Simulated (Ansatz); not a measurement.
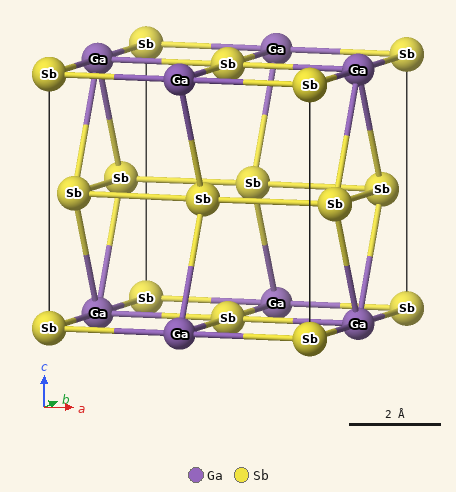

The structure as given in the input (ball-and-stick view of the cell 2 times as large as that of the calculation, set on its symmetry axes, seen slightly off an axis).

# GaSb$_{3}$: geometry relaxation (part 1 of 2)

- system: GaSb$_{3}$ (Cmmm, 4 atoms in the cell)
- method: DFT PBE, scalar-relativistic, plane waves, PAW, no spin polarisation (Ansatz 0.2.0)

The structure was made by a generator, so it may or may not be a known phase.

### The input
```yaml
crystal:
  lattice:
    - [3.0534335216, -3.1234295478, 0.0]
    - [3.0534335216, 3.1234295478, 0.0]
    - [0.0, 0.0, 5.633319004]
  atoms:
    - { symbol: Ga, position: [0.5, 0.5, 0.0] }
    - { symbol: Sb, position: [0.7417158801, 0.2582841199, 0.5] }
    - { symbol: Sb, position: [0.2582841199, 0.7417158801, 0.5] }
    - { symbol: Sb, position: [0.0, 0.0, 0.0] }
basis:
  ecutwfc: 420
kpoints:
  mp_grid: { grid: [10, 10, 8] }
hamiltonian:
  xc: pbe
scf:
  occupations: { method: gaussian, width: 0.1 }
output:
  forces: true
  stress: true
  eigenvalues: true
  write_density: true
  write_potential: true
  elf: true
  volumetric_format: npy
relax:
  adjacent_minimum: "off"
  f_tol: 0.01
  max_steps: 80
  cell: { stress_tol: 0.05 }
```

Launched with:
```bash
ansatz run input.yaml --threads 1 --pin off --max-ram 2560MiB --backend cpu --events-out ev --progress --plain --runs-dir out
```

### Log
```
Engine: ansatz 0.2.0, x86_64-unknown-linux-gnu
Pseudopotentials: kind: paw
Pseudopotential: Ga, paw, valence charge 13, recommended cutoff 420 eV (normal), Ga.paw.azcp
Pseudopotential: Sb, paw, valence charge 15, recommended cutoff 420 eV (normal), Sb.paw.azcp
Functional definition: PBE
  parameter kappa = 0.804
  parameter beta = 0.06672455060314922
  exchange = pbe_x(kappa = kappa, mu = beta*pi^2/3)
  correlation = pbe_c(beta = beta)
Crystal: 4 atoms, lattice volume = 107.452 Å³
Basis set: ecut = 420 eV, 2087 PW (Γ), exchange–correlation on 60×60×80 points (8 copies of the dense FFT grid, shifted against one another)
Bands: 35, of which v1, the nominal top of the filled ones, is band 29 counted from 1 (28 counted from 0)
Symmetry: 8 space group operations
Space group: Cmmm (ITA 65), of the structure as read, at distance tolerance 4.8e-5 Å
k-points: 155 of 800
Non-local potential: Ga, projectors of the file, l = 0: 2, l = 1: 2, l = 2: 3, l = 3: 1
Non-local potential: Sb, projectors of the file, l = 0: 2, l = 1: 2, l = 2: 2, l = 3: 2
PAW form: soft (Blöchl's): semilocal exchange-correlation on the pseudo side does not see the compensation charge
PAW one-centre angular grid: Ga, 590 points (default); XC on 64 Gauss nodes
PAW one-centre angular grid: Sb, 590 points (default); XC on 64 Gauss nodes
Initial density: superposition of atomic densities (neutral atoms: chi_scale 0, normalization atom), corrected by the library's trained network
Initial wavefunctions: pseudopotential atomic-orbital guess
Functional: x = pbe(κ = 0.804, μ = 0.2195149727645171), c = pbe(β = 0.06672455060314922)
SCF iter   1: F=—  HF=-23236.013793 eV  |F-HF|=—  |Δ(HF+E_count)|=         —  Δρ=1.26e-3  dr2=3.22e-3  ethr=1.77e-3  ⟨swp⟩=6.9  Hψ=22425  notcnv=0  defer=1
preconditioner: auto → Kerker (q_TF=auto, 2.462 Å⁻¹)  [metal: Δε(μ)=0.007 eV  Ē_g=11.246 eV  σ=0.100 eV  W_gap=0.04  n_scr=28 (ndim 8)  ℏωp=19.0 eV  f_vac=0.000  D(μ)=2.20/eV (n_scr^D=14)]
SCF iter   2: F=—  HF=-23236.011334 eV  |F-HF|=—  |Δ(HF+E_count)|=   2.46e-3  Δρ=8.77e-4  dr2=1.35e-3  ethr=5.55e-6  ⟨swp⟩=2.0  Hψ=11108  notcnv=0  defer=1
SCF iter   3: F=—  HF=-23236.011145 eV  |F-HF|=—  |Δ(HF+E_count)|=   1.88e-4  Δρ=3.04e-4  dr2=1.71e-4  ethr=2.32e-6  ⟨swp⟩=3.0  Hψ=9963  notcnv=0  defer=1
SCF iter   4: F=—  HF=-23236.011120 eV  |F-HF|=—  |Δ(HF+E_count)|=   2.56e-5  Δρ=1.66e-4  dr2=1.83e-5  ethr=2.95e-7  ⟨swp⟩=2.0  Hψ=6278  notcnv=0  defer=1
SCF iter   5: F=—  HF=-23236.011097 eV  |F-HF|=—  |Δ(HF+E_count)|=   2.24e-5  Δρ=3.90e-5  dr2=1.81e-6  ethr=3.16e-8  ⟨swp⟩=2.0  Hψ=9717  notcnv=0  defer=1
SCF iter   6: F=—  HF=-23236.011098 eV  |F-HF|=—  |Δ(HF+E_count)|=   3.62e-7  Δρ=3.23e-5  dr2=7.86e-7  ethr=3.12e-9  ⟨swp⟩=2.0  Hψ=9714  notcnv=0  defer=1
SCF iter   7: F=—  HF=-23236.011097 eV  |F-HF|=—  |Δ(HF+E_count)|=   5.14e-7  Δρ=1.55e-5  dr2=1.69e-7  ethr=1.36e-9  ⟨swp⟩=2.4  Hψ=9638  notcnv=0  defer=1
SCF iter   8: F=-23236.011097 eV  HF=-23236.011097 eV  |F-HF|=6.62e-10  |Δ(HF+E_count)|=   5.20e-8  Δρ=2.45e-6  dr2=6.48e-9  ethr=1.72e-10  ⟨swp⟩=12.7  Hψ=38751  notcnv=0
SCF 1 converged in 8 iterations: F = -23236.011097 eV  dr2 = 6.48e-9
  greatest PAW one-centre occupation: 0.996 electrons in one spin orbital (limit 2), on the Sb atom at site 3 (counted from 0), in its partial waves of l = 2
relax step   1: F+E_penalty+E_count = -23236.01109703 eV  Δ(F+E_penalty+E_count) = +0.000e0 eV  max|allowed force component| = 1.721e-1 eV/Å  Δτ_max = 0.0000 Å  P = +0.211 GPa  Ω = 107.452 Å³  (8 SCF iters, dr2 threshold 1.00e-7 eV, accepted)
Crystal: 4 atoms, lattice volume = 107.796 Å³
Basis set: ecut = 420 eV, 2111 PW (Γ), exchange–correlation on 60×60×80 points (8 copies of the dense FFT grid, shifted against one another)
Initial density: handed on by an earlier stage of this run
Initial wavefunctions: those handed on with the density
iter 1 solved again at ethr=1.67e-6 eV; its pass at ethr=3.10e-3 eV (dr2=9.71e-4 eV) is discarded
SCF iter   1: F=—  HF=-23236.027680 eV  |F-HF|=—  |Δ(HF+E_count)|=         —  Δρ=1.11e-3  dr2=9.18e-4  ethr=1.67e-6  ⟨swp⟩=2.1  Hψ=31850  notcnv=0
preconditioner: auto → Kerker (q_TF=auto, 2.461 Å⁻¹)  [metal: Δε(μ)=0.008 eV  Ē_g=11.249 eV  σ=0.100 eV  W_gap=0.04  n_scr=28 (ndim 8)  ℏωp=18.9 eV  f_vac=0.000  D(μ)=2.03/eV (n_scr^D=14)]
SCF iter   2: F=—  HF=-23236.027698 eV  |F-HF|=—  |Δ(HF+E_count)|=   1.79e-5  Δρ=7.13e-4  dr2=4.11e-4  ethr=1.58e-6  ⟨swp⟩=1.0  Hψ=5425  notcnv=0
SCF iter   3: F=—  HF=-23236.027716 eV  |F-HF|=—  |Δ(HF+E_count)|=   1.88e-5  Δρ=6.63e-5  dr2=7.26e-6  ethr=7.09e-7  ⟨swp⟩=1.5  Hψ=6121  notcnv=0
SCF iter   4: F=—  HF=-23236.027710 eV  |F-HF|=—  |Δ(HF+E_count)|=   6.86e-6  Δρ=2.32e-5  dr2=5.01e-7  ethr=1.25e-8  ⟨swp⟩=2.0  Hψ=7612  notcnv=0
SCF iter   5: F=-23236.027709 eV  HF=-23236.027709 eV  |F-HF|=9.79e-8  |Δ(HF+E_count)|=   4.32e-7  Δρ=7.73e-6  dr2=9.54e-8  ethr=6.90e-10  ⟨swp⟩=10.9  Hψ=47072  notcnv=0
SCF 2 converged in 5 iterations: F = -23236.027709 eV  dr2 = 9.54e-8
relax step   2: F+E_penalty+E_count = -23236.02770909 eV  Δ(F+E_penalty+E_count) = -1.661e-2 eV  max|allowed force component| = 7.002e-2 eV/Å  Δτ_max = 0.0281 Å  P = +0.038 GPa  Ω = 107.796 Å³  energy of the carried Pulay correction = -7.704e-5 eV  (5 SCF iters, dr2 threshold 4.00e-7 eV, accepted)
Crystal: 4 atoms, lattice volume = 107.829 Å³
iter 1 solved again at ethr=4.63e-7 eV; its pass at ethr=3.10e-3 eV (dr2=2.68e-4 eV) is discarded
SCF iter   1: F=—  HF=-23236.029453 eV  |F-HF|=—  |Δ(HF+E_count)|=         —  Δρ=6.21e-4  dr2=2.90e-4  ethr=4.63e-7  ⟨swp⟩=3.0  Hψ=27928  notcnv=0
preconditioner: auto → Kerker (q_TF=auto, 2.460 Å⁻¹)  [metal: Δε(μ)=0.004 eV  Ē_g=11.251 eV  σ=0.100 eV  W_gap=0.02  n_scr=28 (ndim 8)  ℏωp=18.9 eV  f_vac=0.000  D(μ)=2.13/eV (n_scr^D=14)]
SCF iter   2: F=—  HF=-23236.029448 eV  |F-HF|=—  |Δ(HF+E_count)|=   4.53e-6  Δρ=3.97e-4  dr2=1.30e-4  ethr=4.63e-7  ⟨swp⟩=1.0  Hψ=5425  notcnv=0
SCF iter   3: F=—  HF=-23236.029451 eV  |F-HF|=—  |Δ(HF+E_count)|=   3.20e-6  Δρ=3.85e-5  dr2=2.42e-6  ethr=2.25e-7  ⟨swp⟩=1.4  Hψ=5561  notcnv=0
SCF iter   4: F=—  HF=-23236.029451 eV  |F-HF|=—  |Δ(HF+E_count)|=   1.12e-7  Δρ=2.58e-5  dr2=6.31e-7  ethr=5.28e-10  ⟨swp⟩=12.0  Hψ=49292  notcnv=0
SCF iter   5: F=-23236.029451 eV  HF=-23236.029451 eV  |F-HF|=1.38e-8  |Δ(HF+E_count)|=   6.52e-7  Δρ=5.57e-6  dr2=4.56e-8  ethr=5.28e-10  ⟨swp⟩=10.2  Hψ=44106  notcnv=0
SCF 3 converged in 5 iterations: F = -23236.029451 eV  dr2 = 4.56e-8
relax step   3: F+E_penalty+E_count = -23236.02945057 eV  Δ(F+E_penalty+E_count) = -1.741e-3 eV  max|allowed force component| = 1.213e-2 eV/Å  Δτ_max = 0.0201 Å  P = +0.092 GPa  Ω = 107.829 Å³  energy of the carried Pulay correction = -8.427e-5 eV  (5 SCF iters, dr2 threshold 3.06e-7 eV, accepted)
Crystal: 4 atoms, lattice volume = 108.210 Å³
Basis set: ecut = 420 eV, 2119 PW (Γ), exchange–correlation on 60×60×80 points (8 copies of the dense FFT grid, shifted against one another)
iter 1 solved again at ethr=8.30e-8 eV; its pass at ethr=3.10e-3 eV (dr2=4.81e-5 eV) is discarded
SCF iter   1: F=—  HF=-23236.029498 eV  |F-HF|=—  |Δ(HF+E_count)|=         —  Δρ=1.91e-4  dr2=5.22e-5  ethr=8.30e-8  ⟨swp⟩=3.0  Hψ=27665  notcnv=0
preconditioner: auto → Kerker (q_TF=auto, 2.459 Å⁻¹)  [metal: Δε(μ)=0.003 eV  Ē_g=11.236 eV  σ=0.100 eV  W_gap=0.02  n_scr=28 (ndim 8)  ℏωp=18.9 eV  f_vac=0.000  D(μ)=2.18/eV (n_scr^D=14)]
SCF iter   2: F=—  HF=-23236.029492 eV  |F-HF|=—  |Δ(HF+E_count)|=   5.45e-6  Δρ=1.25e-4  dr2=2.46e-5  ethr=8.30e-8  ⟨swp⟩=1.0  Hψ=5427  notcnv=0
SCF iter   3: F=—  HF=-23236.029485 eV  |F-HF|=—  |Δ(HF+E_count)|=   7.11e-6  Δρ=1.91e-5  dr2=4.25e-7  ethr=4.24e-8  ⟨swp⟩=2.0  Hψ=6222  notcnv=0
SCF iter   4: F=—  HF=-23236.029485 eV  |F-HF|=—  |Δ(HF+E_count)|=   8.14e-8  Δρ=1.00e-5  dr2=1.15e-7  ethr=7.33e-10  ⟨swp⟩=2.0  Hψ=7609  notcnv=0
SCF iter   5: F=—  HF=-23236.029485 eV  |F-HF|=—  |Δ(HF+E_count)|=   2.60e-8  Δρ=4.73e-6  dr2=3.17e-8  ethr=1.98e-10  ⟨swp⟩=2.0  Hψ=6608  notcnv=0
SCF iter   6: F=-23236.029485 eV  HF=-23236.029485 eV  |F-HF|=1.23e-9  |Δ(HF+E_count)|=   3.53e-9  Δρ=1.21e-6  dr2=2.41e-9  ethr=4.59e-11  ⟨swp⟩=8.0  Hψ=31673  notcnv=0
SCF 4 converged in 6 iterations: F = -23236.029485 eV  dr2 = 2.41e-9
relax step   4: F+E_penalty+E_count = -23236.02948512 eV  Δ(F+E_penalty+E_count) = -3.455e-5 eV  max|allowed force component| = 3.932e-3 eV/Å  Δτ_max = 0.0054 Å  P = -0.064 GPa  Ω = 108.210 Å³  energy of the carried Pulay correction = -1.692e-4 eV  (6 SCF iters, dr2 threshold 2.66e-8 eV, accepted)
Crystal: 4 atoms, lattice volume = 108.082 Å³
iter 1 solved again at ethr=5.01e-9 eV; its pass at ethr=3.10e-3 eV (dr2=2.91e-6 eV) is discarded
SCF iter   1: F=—  HF=-23236.029549 eV  |F-HF|=—  |Δ(HF+E_count)|=         —  Δρ=3.73e-5  dr2=2.41e-6  ethr=5.01e-9  ⟨swp⟩=3.0  Hψ=27545  notcnv=0
preconditioner: auto → Kerker (q_TF=auto, 2.459 Å⁻¹)  [metal: Δε(μ)=0.002 eV  Ē_g=11.242 eV  σ=0.100 eV  W_gap=0.01  n_scr=28 (ndim 8)  ℏωp=18.9 eV  f_vac=0.000  D(μ)=2.17/eV (n_scr^D=14)]
SCF iter   2: F=—  HF=-23236.029544 eV  |F-HF|=—  |Δ(HF+E_count)|=   5.32e-6  Δρ=2.40e-5  dr2=1.02e-6  ethr=4.16e-9  ⟨swp⟩=1.0  Hψ=5426  notcnv=0
SCF iter   3: F=—  HF=-23236.029544 eV  |F-HF|=—  |Δ(HF+E_count)|=   3.44e-8  Δρ=7.14e-6  dr2=5.71e-8  ethr=1.76e-9  ⟨swp⟩=2.0  Hψ=7417  notcnv=0
SCF iter   4: F=—  HF=-23236.029544 eV  |F-HF|=—  |Δ(HF+E_count)|=   3.37e-8  Δρ=3.08e-6  dr2=1.41e-8  ethr=2.34e-11  ⟨swp⟩=8.4  Hψ=33130  notcnv=0
SCF iter   5: F=-23236.029544 eV  HF=-23236.029544 eV  |F-HF|=5.09e-11  |Δ(HF+E_count)|=   1.15e-9  Δρ=7.99e-7  dr2=1.06e-9  ethr=2.34e-11  ⟨swp⟩=7.6  Hψ=29975  notcnv=0
SCF 5 converged in 5 iterations: F = -23236.029544 eV  dr2 = 1.06e-9
relax step   5: F+E_penalty+E_count = -23236.02954399 eV  Δ(F+E_penalty+E_count) = -5.887e-5 eV  max|allowed force component| = 2.275e-4 eV/Å  Δτ_max = 0.0010 Å  P = +0.000 GPa  Ω = 108.082 Å³  energy of the carried Pulay correction = -1.408e-4 eV  (5 SCF iters, dr2 threshold 1.36e-8 eV, accepted)
Initial wavefunctions: pseudopotential atomic-orbital guess (no wavefunctions were taken with the density)
iter 1 solved again at ethr=3.57e-7 eV; its pass at ethr=3.10e-3 eV (dr2=2.07e-4 eV) is discarded
SCF iter   1: F=—  HF=-23236.029423 eV  |F-HF|=—  |Δ(HF+E_count)|=         —  Δρ=1.70e-4  dr2=6.81e-7  ethr=3.57e-7  ⟨swp⟩=3.0  Hψ=34554  notcnv=0
preconditioner: auto → Kerker (q_TF=auto, 2.459 Å⁻¹)  [metal: Δε(μ)=0.001 eV  Ē_g=11.242 eV  σ=0.100 eV  W_gap=0.01  n_scr=28 (ndim 8)  ℏωp=18.9 eV  f_vac=0.000  D(μ)=2.17/eV (n_scr^D=14)]
SCF iter   2: F=—  HF=-23236.029609 eV  |F-HF|=—  |Δ(HF+E_count)|=   1.86e-4  Δρ=8.64e-5  dr2=1.79e-7  ethr=1.17e-9  ⟨swp⟩=2.6  Hψ=9978  notcnv=0
SCF iter   3: F=—  HF=-23236.029674 eV  |F-HF|=—  |Δ(HF+E_count)|=   6.56e-5  Δρ=4.03e-6  dr2=3.10e-9  ethr=3.09e-10  ⟨swp⟩=2.0  Hψ=7392  notcnv=0
SCF iter   4: F=—  HF=-23236.029675 eV  |F-HF|=—  |Δ(HF+E_count)|=   9.55e-8  Δρ=5.62e-7  dr2=2.58e-10  ethr=5.35e-12  ⟨swp⟩=2.0  Hψ=7631  notcnv=0
SCF iter   5: F=—  HF=-23236.029675 eV  |F-HF|=—  |Δ(HF+E_count)|=  8.73e-11  Δρ=2.58e-7  dr2=7.59e-11  ethr=1.00e-12  ⟨swp⟩=7.1  Hψ=25410  notcnv=0
SCF iter   6: F=-23236.029675 eV  HF=-23236.029675 eV  |F-HF|=0.00e0  |Δ(HF+E_count)|=  1.27e-10  Δρ=5.86e-8  dr2=8.18e-12  ethr=1.00e-12  ⟨swp⟩=6.0  Hψ=22664  notcnv=0
SCF 6 converged in 6 iterations: F = -23236.029675 eV  dr2 = 8.18e-12
relax step   6: F+E_penalty+E_count = -23236.02967458 eV  Δ(F+E_penalty+E_count) = -1.306e-4 eV  max|allowed force component| = 2.466e-4 eV/Å  Δτ_max = 0.0000 Å  P = -0.001 GPa  Ω = 108.082 Å³  stress off target by 1.04e-2 GPa  SCF on the basis re-selected at this cell (its energy is not comparable with the rows above)  (6 SCF iters)
```

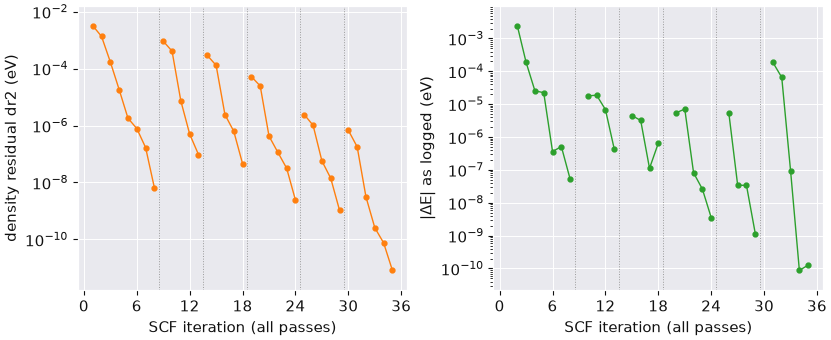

Convergence of the self-consistent field: density residual dr2 and size of the energy change against the SCF iteration. The dotted lines part the SCF passes of the relaxation: geometry steps, rejected trials and re-solves on a re-selected basis. The 6 passes take 5 to 8 iterations each, 35 in all.

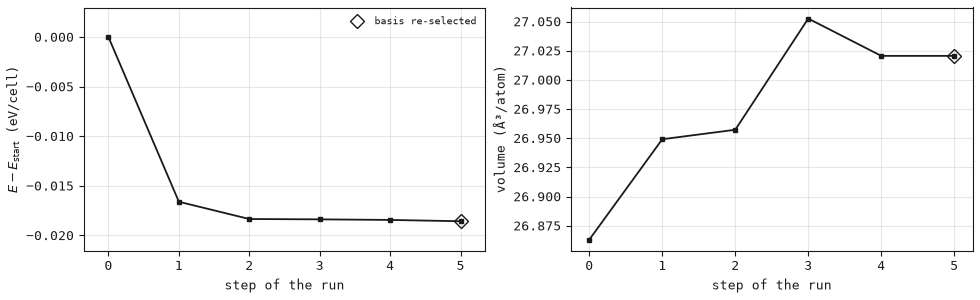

Progress of the relaxation, step by step (the first geometry is step 0 here and step 1 in the log).
